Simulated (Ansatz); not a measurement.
# Calculations on HRu12

### Relaxation

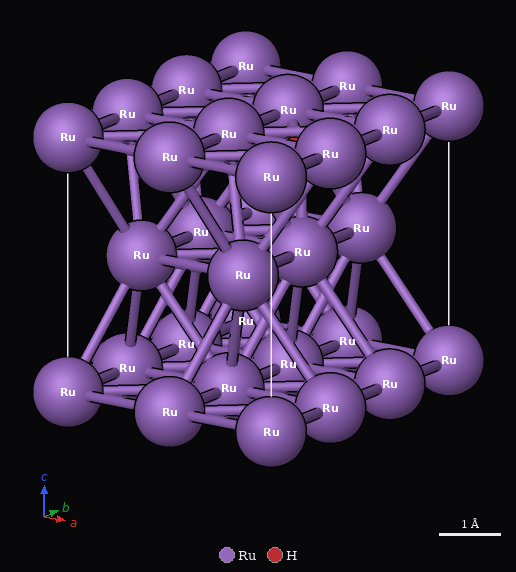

This is the input geometry for a relaxation of a defect cell of composition HRu$_{12}$. A ball-and-stick model of the cell of the calculation, seen slightly off an axis.

It is an interstitial H in hcp Ru. The run prepares the start of a later molecular dynamics calculation, from a guessed geometry.

Computed with Ansatz 0.2.0, DFT PBE-D3(BJ), scalar-relativistic, plane waves, PAW.

Input
```yaml
crystal:
  lattice:
    - [5.4, 0.0, 0.0]
    - [-4.05, 7.014806, 0.0]
    - [0.0, 0.0, 4.2768]
  atoms:
    - { symbol: Ru, position: [0.0, 0.0, 0.0] }
    - { symbol: Ru, position: [0.1666667, 0.2222222, 0.5] }
    - { symbol: Ru, position: [0.0, 0.3333333, 0.0] }
    - { symbol: Ru, position: [0.1666667, 0.5555556, 0.5] }
    - { symbol: Ru, position: [0.0, 0.6666667, 0.0] }
    - { symbol: Ru, position: [0.1666667, 0.8888889, 0.5] }
    - { symbol: Ru, position: [0.5, 0.0, 0.0] }
    - { symbol: Ru, position: [0.6666667, 0.2222222, 0.5] }
    - { symbol: Ru, position: [0.5, 0.3333333, 0.0] }
    - { symbol: Ru, position: [0.6666667, 0.5555556, 0.5] }
    - { symbol: Ru, position: [0.5, 0.6666667, 0.0] }
    - { symbol: Ru, position: [0.6666667, 0.8888889, 0.5] }
    - { symbol: H, position: [0.668587, 0.5529624, 0.9003243] }
basis:
  ecutwfc: 420.0
kpoints:
  mp_grid: { grid: [2, 2, 3] }
hamiltonian:
  xc: pbe
  dispersion: d3bj
scf:
  occupations: { method: fermi_dirac, width: 0.1 }
  lower_state_search: "off"
relax:
  f_tol: 0.08
  max_steps: 25
  adjacent_minimum: "off"
```

Run as
```bash
ansatz run input.yaml --threads 2 --pin off --max-ram 5120MiB --backend cpu --events-out ev --progress --plain --runs-dir out
```

Predict the outcome.

After 3 geometry steps the energy has fallen by 0.489 eV per cell of the calculation. Largest force component: 2.9 eV/Å at the start, 0.072 eV/Å at the end. Ru5 moves most: 0.10 Å roughly along [2 1 1]. Largest moves by element: Ru 0.10 Å, H 0.08 Å. The lattice vectors keep their values. Among the contacts that change: Ru5–Ru9 2.700 → 2.877 Å, Ru5–Ru10 2.646 → 2.816 Å, Ru9–Ru11 2.700 → 2.859 Å, Ru10–Ru11 2.646 → 2.792 Å. Bond angles that change, for instance: Ru5–H13–Ru10 105.7° → 109.3°, Ru10–H13–Ru11 104.1° → 107.4°, Ru5–H13–Ru9 114.7° → 112.2°. Cost: 13 s on 2 threads of AMD EPYC 7R13 Processor (Zen 3) (shared host), peak memory 0.57 GiB.

The structure at the end:

```
Ru H
1.0
     5.40000    0.00000    0.00000
    -4.05000    7.01481    0.00000
     0.00000    0.00000    4.27680
Ru H
12 1
Direct
  0.99709 0.99869 0.00079
  0.15956 0.21966 0.50289
  0.99998 0.33367 0.00057
  0.16423 0.55264 0.50219
  0.02067 0.67518 0.00886
  0.16976 0.89213 0.50431
  0.50516 0.00206 0.00068
  0.66950 0.22108 0.50283
  0.48871 0.31940 0.00692
  0.66406 0.55326 0.47842
  0.49424 0.67414 0.00640
  0.66566 0.88913 0.50377
  0.66997 0.55525 0.88170
```

After the run, drawn alike:

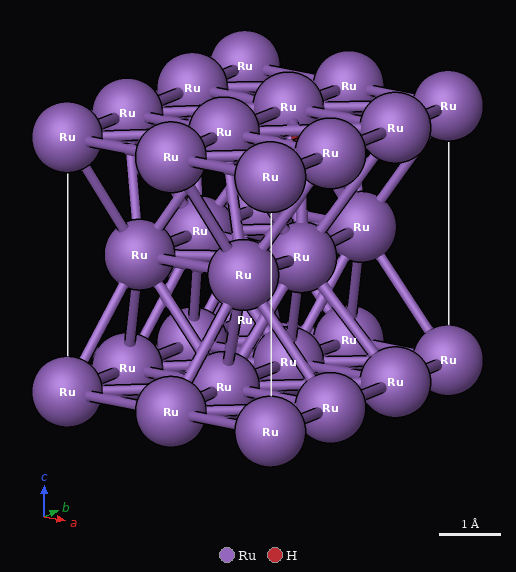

Limits of the set-up: the k-point mesh is coarse for a cell with partly filled bands; the periodic images lie only 4.3 Å apart, so the values are limited by the cell's size.

### Dynamics

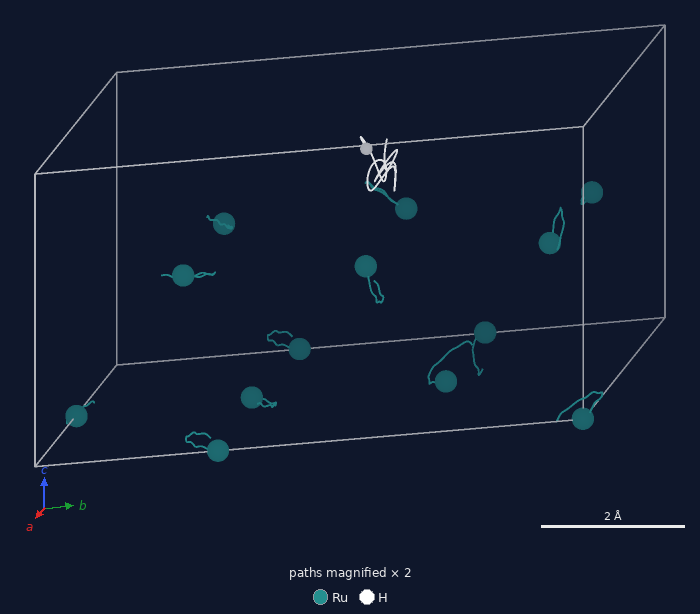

Molecular dynamics of Ru with an interstitial H (13 atoms in the cell), 100 fs long. Lines trace each atom's path, in the colour of its element; spheres stand at the starting positions. The excursions are magnified 2 times. Seen slightly off an axis in the simulation cell.

Method: Ansatz, DFT PBE-D3(BJ), scalar-relativistic, plane waves, PAW. Run with plane-wave cutoff 420 eV; k-point mesh 2 × 2 × 3; Fermi-Dirac smearing 0.002 eV; constant energy (NVE); velocities drawn for 3000 K; time step 0.5 fs.

Input
```yaml
crystal:
  lattice:
    - [5.4, 0.0, 0.0]
    - [-4.05, 7.014806, 0.0]
    - [0.0, 0.0, 4.2768]
  atoms:
    - { symbol: Ru, position: [-0.00290858, -0.00131253, 0.00078638] }
    - { symbol: Ru, position: [0.15955889, 0.21965676, 0.50289162] }
    - { symbol: Ru, position: [-2.388e-05, 0.33366928, 0.00057031] }
    - { symbol: Ru, position: [0.16422958, 0.5526403, 0.5021916] }
    - { symbol: Ru, position: [0.02067473, 0.67518026, 0.00885639] }
    - { symbol: Ru, position: [0.16975605, 0.89213483, 0.50430711] }
    - { symbol: Ru, position: [0.50516413, 0.00206289, 0.00068485] }
    - { symbol: Ru, position: [0.66950424, 0.22108345, 0.50282879] }
    - { symbol: Ru, position: [0.48871042, 0.31939864, 0.00691937] }
    - { symbol: Ru, position: [0.66405947, 0.55326485, 0.47842365] }
    - { symbol: Ru, position: [0.49423652, 0.67413837, 0.0063992] }
    - { symbol: Ru, position: [0.66565706, 0.88913245, 0.50376838] }
    - { symbol: H, position: [0.66996858, 0.55524626, 0.88169668] }
basis:
  ecutwfc: 420.0
kpoints:
  mp_grid: { grid: [2, 2, 3] }
hamiltonian:
  xc: pbe
  dispersion: d3bj
scf:
  occupations: { method: fermi_dirac, width: 0.002 }
  lower_state_search: "off"
  max_iter: 53
md:
  timestep: 0.5
  n_steps: 200
  ensemble: nve
  temperature: 3000.0
  initial_velocities: maxwell_boltzmann
  seed: 551204
```

Launched with:
```bash
ansatz run input.yaml --threads 2 --pin off --max-ram 5120MiB --backend cpu --events-out ev --progress --plain --runs-dir out
```

### How do the atoms move?

In the second half of the run the atoms are, in the root-mean-square, this far from where they began (common drift taken out): H 0.42 Å, Ru 0.20 Å. The run lasts only 100 fs, too short to tell vibration from diffusion. The smearing is very narrow for so coarse a k-point mesh, which makes the forces of a metal noisy.

Limits of the set-up: the k-point mesh is coarse for a cell with partly filled bands; the periodic images lie only 4.3 Å apart, so the values are limited by the cell's size.

### Dynamics

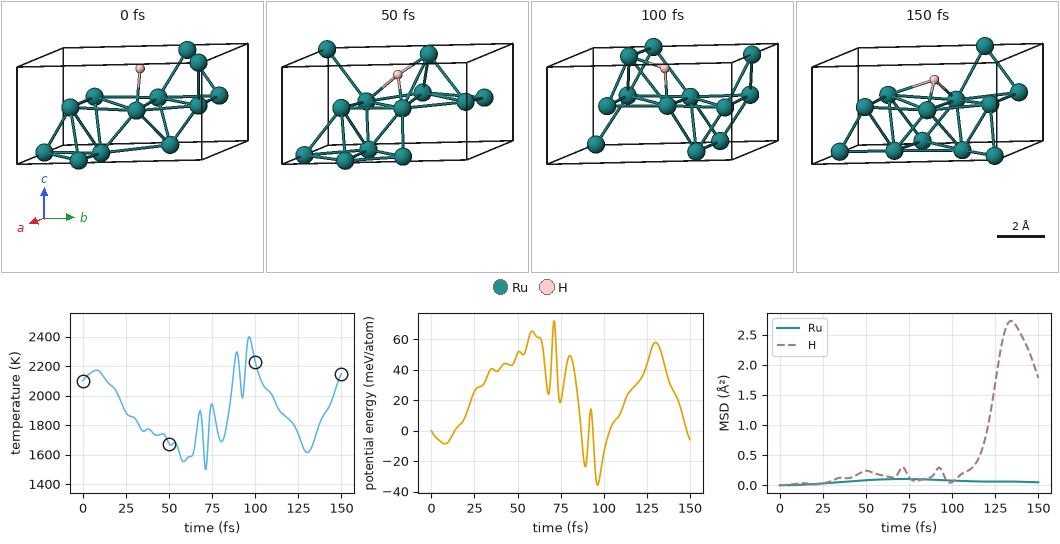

First-principles dynamics of Ru with an interstitial H (13 atoms in the cell), 150 fs long. It starts from the last geometry of an earlier run, with fresh velocities. Frames and the history of the run. Style: ball-and-stick. Shown: the simulation cell, slightly off an axis. Atoms that leave the cell re-enter on the other side. Bonds to atoms that aren't drawn are left out.

Method: DFT PBE-D3(BJ), scalar-relativistic, plane waves, PAW (Ansatz). Settings: plane-wave cutoff 420 eV; k-point mesh 2 × 2 × 3; Fermi-Dirac smearing 0.1 eV; constant energy (NVE); velocities drawn for 2100 K; time step 0.5 fs.

Question: What happens in this trajectory?

Answer: Over the second half the temperature averages 1938 K (spread ±200 K). The potential energy in the second half lies on average 19.4 meV per atom above the first frame. In the second half of the run the atoms are, in the root-mean-square, this far from where they began (common drift taken out): H 1.00 Å, Ru 0.27 Å. The run lasts only 150 fs, too short to tell vibration from diffusion.

Limits of the set-up: the k-point mesh is coarse for a cell with partly filled bands; the periodic images lie only 4.3 Å apart, so the values are limited by the cell's size.
